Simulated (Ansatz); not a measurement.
**Run report: Ru, geometry relaxation (part 1 of 2)**

The run: geometry relaxation of Ru (1 atom in the cell). Method and program: DFT, PBE, plane waves, PAW, spin-polarised (Ansatz 0.2.0).

The structure was made by swapping elements on the sites of another compound; it need not be a known phase. Figures and captions count atoms from 1; the log counts them from 0 in places.

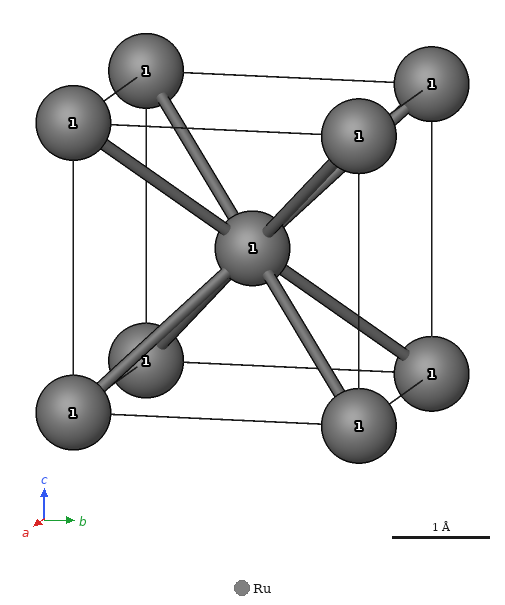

*The starting structure (ball-and-stick view of the cell 2 times as large as that of the calculation, set on its symmetry axes, seen slightly off an axis; atoms are numbered from 1 in the order of the input).*

### Key numbers

| quantity | value |
| --- | --- |
| outcome | converged |
| space group (tolerance 0.01 Å) | Im-3m (229) |
| electrons treated | 16 |
| free energy | −5878.0632 eV |
| Fermi energy | 22.343 eV |
| gap on the k-point mesh | none (metallic) |
| net moment of the cell | 0.00 μB |
| integrated absolute moment | 0.00 μB |
| pressure | −0.03 GPa |
| final volume | 14.23 Å³ |
| largest force (length of the vector) at the end | under 0.001 eV/Å |
| final cell | a = 2.644 Å, b = 2.644 Å, c = 2.644 Å, α = 109.47°, β = 109.47°, γ = 109.47° |
| hardware | 1 thread of Intel Xeon (Sapphire Rapids), 64 GiB of memory available, shared host |
| wall time | 23 s |
| peak memory | 0.42 GiB |

### Remarks

Settings chosen away from the usual ones: magnetization set to {"spin_polarized": true}. The program warns: some starting moments were not kept.

### Input file
```yaml
crystal:
  lattice:
    - [-1.5235415534, 1.5235415534, 1.5235415534]
    - [1.5235415534, -1.5235415534, 1.5235415534]
    - [1.5235415534, 1.5235415534, -1.5235415534]
  atoms:
    - { symbol: Ru, position: [0.0, 0.0, 0.0], spin: 2.0 }
basis:
  ecutwfc: 420
kpoints:
  mp_grid: { grid: [20, 20, 20] }
hamiltonian:
  xc: pbe
scf:
  occupations: { method: gaussian, width: 0.1 }
output:
  forces: true
  eigenvalues: true
  stress: true
relax:
  adjacent_minimum: "off"
  f_tol: 0.01
  max_steps: 60
  cell: { stress_tol: 0.1 }
magnetization:
  spin_polarized: true
```

Run as:
```bash
ansatz run input.yaml --threads 1 --pin off --max-ram 2560MiB --backend cpu --events-out ev --progress --plain --runs-dir out
```

### Log
```
Engine: ansatz 0.2.0, x86_64-unknown-linux-gnu
Pseudopotentials: kind: paw
Pseudopotential: Ru, paw, valence charge 16, recommended cutoff 420 eV (normal), Ru.paw.azcp
Functional definition: PBE
  parameter kappa = 0.804
  parameter beta = 0.06672455060314922
  exchange = pbe_x(kappa = kappa, mu = beta*pi^2/3)
  correlation = pbe_c(beta = beta)
Crystal: 1 atoms, lattice volume = 14.146 Å³
Basis set: ecut = 420 eV, 249 PW (Γ), exchange–correlation on 36×36×36 points (8 copies of the dense FFT grid, shifted against one another)
Bands: 13, of which v1, the nominal top of the filled ones, is band 8 counted from 1 (7 counted from 0)
Symmetry: 48 space group operations
Space group: Im-3m (ITA 229), of the structure as read, at distance tolerance 2.4e-5 Å
Magnetic group: BNS 229.140 (UNI 1642), of the structure as read, at distance tolerance 2.4e-5 Å
k-points: 256 of 8000
Non-local potential: Ru, projectors of the file, l = 0: 3, l = 1: 2, l = 2: 2, l = 3: 1
PAW form: soft (Blöchl's): semilocal exchange-correlation on the pseudo side does not see the compensation charge
PAW one-centre angular grid: Ru, 590 points (default); XC on 64 Gauss nodes
Initial density: superposition of atomic densities (chi_scale 0.1, normalization cell)
Starting moments: Σ|m| = 2 μB on 1 of 1 site
Initial wavefunctions: pseudopotential atomic-orbital guess
Functional: x = pbe(κ = 0.804, μ = 0.2195149727645171), c = pbe(β = 0.06672455060314922)
SCF iter   1: F=—  HF=-5878.703445 eV  |F-HF|=—  |Δ(HF+E_count)|=         —  Δρ=6.70e-2 (↑6.70e-2 ↓5.44e-2)  dr2=1.59e0  dr2_m=1.23e-1  M=1.420 μB ∫|m|=1.420 μB  β_m=0.30  ethr=3.10e-3  ⟨swp⟩=5.3  Hψ=34968  notcnv=0
Mixer restart at iter 1: flushing history
preconditioner: auto → none  [metal: Δε(μ)=0.009 eV  Ē_g=13.143 eV  σ=0.100 eV  W_gap=0.05  n_scr=0 (ndim 8)  ℏωp=27.9 eV  f_vac=0.000  D(μ)=1.03/eV (n_scr^D=12)]
SCF iter   2: F=—  HF=-5877.980659 eV  |F-HF|=—  |Δ(HF+E_count)|=   7.23e-1  Δρ=3.13e-2 (↑3.13e-2 ↓2.89e-2)  dr2=1.93e-1  dr2_m=6.63e-2  M=1.395 μB ∫|m|=1.396 μB  β_m=0.39  ethr=3.10e-3  ⟨swp⟩=2.8  Hψ=16111  notcnv=0  defer=318
SCF iter   3: F=—  HF=-5878.364792 eV  |F-HF|=—  |Δ(HF+E_count)|=         —  Δρ=8.17e-2 (↑8.17e-2 ↓7.62e-2)  dr2=1.92e-2  dr2_m=7.94e-1  M=0.250 μB ∫|m|=0.250 μB  β_m=1.00  ethr=1.21e-3  ⟨swp⟩=2.3  Hψ=11079  notcnv=0  defer=318
Mixer restart at iter 3: flushing history
SCF iter   4: F=—  HF=-5878.062487 eV  |F-HF|=—  |Δ(HF+E_count)|=   3.02e-1  Δρ=2.64e-3 (↑2.06e-3 ↓2.64e-3)  dr2=1.79e-3  dr2_m=3.03e-4  M=0.212 μB ∫|m|=0.214 μB  β_m=0.39  ethr=3.13e-4  ⟨swp⟩=2.3  Hψ=14455  notcnv=0  defer=320
SCF iter   5: F=—  HF=-5878.061912 eV  |F-HF|=—  |Δ(HF+E_count)|=   5.75e-4  Δρ=2.29e-3 (↑2.18e-3 ↓2.29e-3)  dr2=1.73e-5  dr2_m=6.39e-4  M=0.190 μB ∫|m|=0.192 μB  β_m=0.46  ethr=1.12e-5  ⟨swp⟩=2.4  Hψ=10144  notcnv=0  defer=276
SCF iter   6: F=—  HF=-5878.062163 eV  |F-HF|=—  |Δ(HF+E_count)|=   2.51e-4  Δρ=2.42e-3 (↑2.42e-3 ↓2.36e-3)  dr2=4.41e-6  dr2_m=7.39e-4  M=0.171 μB ∫|m|=0.173 μB  β_m=0.34  ethr=1.08e-7  ⟨swp⟩=2.1  Hψ=10539  notcnv=0  defer=276
SCF iter   7: F=-5878.062339 eV  HF=-5878.062448 eV  |F-HF|=1.08e-4  |Δ(HF+E_count)|=   2.84e-4  Δρ=2.41e-3 (↑2.41e-3 ↓2.29e-3)  dr2=2.18e-6  dr2_m=7.15e-4  M=0.142 μB ∫|m|=0.143 μB  β_m=0.19  ethr=2.76e-8  ⟨swp⟩=2.3  Hψ=11118  notcnv=0  defer=276
SCF iter   8: F=-5878.062357 eV  HF=-5878.062323 eV  |F-HF|=3.44e-5  |Δ(HF+E_count)|=   1.25e-4  Δρ=9.23e-4 (↑8.79e-4 ↓9.23e-4)  dr2=3.50e-5  dr2_m=8.16e-5  M=0.140 μB ∫|m|=0.141 μB  β_m=0.44  ethr=1.36e-8  ⟨swp⟩=3.1  Hψ=14799  notcnv=0  defer=276
SCF iter   9: F=-5878.062664 eV  HF=-5878.062660 eV  |F-HF|=3.96e-6  |Δ(HF+E_count)|=   3.37e-4  Δρ=5.53e-4 (↑4.07e-4 ↓5.53e-4)  dr2=2.18e-6  dr2_m=2.82e-5  M=0.055 μB ∫|m|=0.056 μB  β_m=0.72  ethr=1.36e-8  ⟨swp⟩=3.0  Hψ=15068  notcnv=0  defer=275
SCF iter  10: F=-5878.062701 eV  HF=-5878.062702 eV  |F-HF|=5.11e-7  |Δ(HF+E_count)|=   4.15e-5  Δρ=3.92e-4 (↑2.95e-4 ↓3.92e-4)  dr2=8.76e-7  dr2_m=1.46e-5  M=0.030 μB ∫|m|=0.030 μB  β_m=0.86  ethr=1.36e-8  ⟨swp⟩=3.2  Hψ=13409  notcnv=0  defer=275
SCF iter  11: F=-5878.062716 eV  HF=-5878.062716 eV  |F-HF|=1.37e-8  |Δ(HF+E_count)|=   1.40e-5  Δρ=6.11e-5 (↑6.11e-5 ↓3.93e-5)  dr2=6.27e-8  dr2_m=2.70e-7  M=-0.004 μB ∫|m|=0.004 μB  β_m=0.93  ethr=5.47e-9  ⟨swp⟩=3.0  Hψ=15060  notcnv=0  defer=274
SCF iter  12: F=-5878.062716 eV  HF=-5878.062716 eV  |F-HF|=6.07e-8  |Δ(HF+E_count)|=   1.84e-7  Δρ=5.17e-5 (↑4.97e-5 ↓5.17e-5)  dr2=9.76e-10  dr2_m=3.32e-7  M=-0.003 μB ∫|m|=0.004 μB  β_m=0.93  ethr=3.92e-10  ⟨swp⟩=2.6  Hψ=10821  notcnv=0  defer=273
SCF iter  13: F=-5878.062716 eV  HF=-5878.062716 eV  |F-HF|=2.65e-9  |Δ(HF+E_count)|=   1.38e-7  Δρ=1.26e-5 (↑9.70e-6 ↓1.26e-5)  dr2=1.15e-9  dr2_m=1.51e-8  M=-0.001 μB ∫|m|=0.001 μB  β_m=0.97  ethr=6.10e-12  ⟨swp⟩=3.1  Hψ=15165  notcnv=0  defer=273
SCF iter  14: F=-5878.062716 eV  HF=-5878.062716 eV  |F-HF|=1.93e-10  |Δ(HF+E_count)|=   6.10e-9  Δρ=3.05e-6 (↑2.84e-6 ↓3.05e-6)  dr2=6.49e-11  dr2_m=1.05e-9  M=-0.000 μB ∫|m|=0.000 μB  β_m=0.91  ethr=6.10e-12  ⟨swp⟩=3.2  Hψ=14092  notcnv=0  defer=273
SCF iter  15: F=-5878.062716 eV  HF=-5878.062716 eV  |F-HF|=5.18e-11  |Δ(HF+E_count)|=  4.09e-10  Δρ=6.80e-7 (↑2.40e-7 ↓6.80e-7)  dr2=5.28e-11  dr2_m=1.70e-11  M=-0.000 μB ∫|m|=0.000 μB  β_m=0.70  ethr=1.00e-12  ⟨swp⟩=2.8  Hψ=12174  notcnv=0  defer=273
SCF iter  16: F=-5878.062716 eV  HF=-5878.062716 eV  |F-HF|=1.82e-12  |Δ(HF+E_count)|=  1.18e-11  Δρ=6.86e-8 (↑6.86e-8 ↓4.36e-8)  dr2=3.83e-13  dr2_m=2.64e-13  M=-0.000 μB ∫|m|=0.000 μB  ethr=1.00e-12  ⟨swp⟩=3.2  Hψ=22492  notcnv=0
at 1 of the mixer's solves, the last at iteration 6, it left a direction of its history that read negative out of its fit and stepped the other way along it
WARN: the starting moments were not kept: the SCF closed with an absolute magnetisation of 7.4e-6 μB, where they sum to 2 μB in size (1 site). That is at most 0.1 of that sum. Measured as dr2_m measures the in/out step, that magnetisation stands 3.3e-11 eV from none, at or under the dr2_threshold of 1.0e-7 eV: it is no larger than a step whose dr2_m would equal this threshold. The system may hold no moment; this SCF shows only that its start led to no more than that. To try another start: raise the starting moments (crystal.atoms[].spin, magnetization.per_species, magnetization.initial_magnetization, or on a non-collinear deck that types none of these the spinor_matrix: blocks that start its atoms; where the total moment is fixed, keep their sum and leave initial_magnetization as it is; typed ones take the place of any that the run laid by itself, positive ones on a crystal's lanthanoids without a Hubbard term where scf.initial_density.shell_occupations: [] is typed) or, if the notice of its spin-set hold's release reads "site moments contracting" or "site moments show no strong build", lengthen the hold (scf.mixing.spin_hold: { on: { confirm: 4 } }; for m-r²SCAN on two components see the key's manual first). Each may lead to a state that holds a moment. A second SCF, from the converged charge density, with the starting moments and any scf.initial_density.shell_occupations laid on it anew, would have followed, and was not run: the deck does not ask for one (magnetization.retry_lost_moments is false, the default). To let it run, set magnetization.retry_lost_moments: true and run the deck again, where that key's refused combinations let it; where memory then withholds it, that run's warning says so.
SCF 1 converged in 16 iterations: F = -5878.062716 eV  dr2 = 3.83e-13
  greatest PAW one-centre occupation: 0.998 electrons in one spin orbital (limit 2), on the Ru atom at site 0 (counted from 0), in its partial waves of l = 0
relax step   1: F+E_penalty+E_count = -5878.06271617 eV  Δ(F+E_penalty+E_count) = +0.000e0 eV  max|allowed force component| = 0.000e0 eV/Å  Δτ_max = 0.0000 Å  P = +1.757 GPa  Ω = 14.146 Å³  (16 SCF iters, dr2 threshold 1.00e-7 eV, accepted)
Crystal: 1 atoms, lattice volume = 14.327 Å³
Basis set: ecut = 420 eV, 321 PW (Γ), exchange–correlation on 36×36×36 points (8 copies of the dense FFT grid, shifted against one another)
Initial density: handed on by an earlier stage of this run
Starting moments: Σ|m| = 2 μB on 1 of 1 site; this step starts from the density that it was given
Initial wavefunctions: those handed on with the density
iter 1 solved again at ethr=3.56e-6 eV; its pass at ethr=3.10e-3 eV (dr2=5.69e-4 eV) is discarded
```
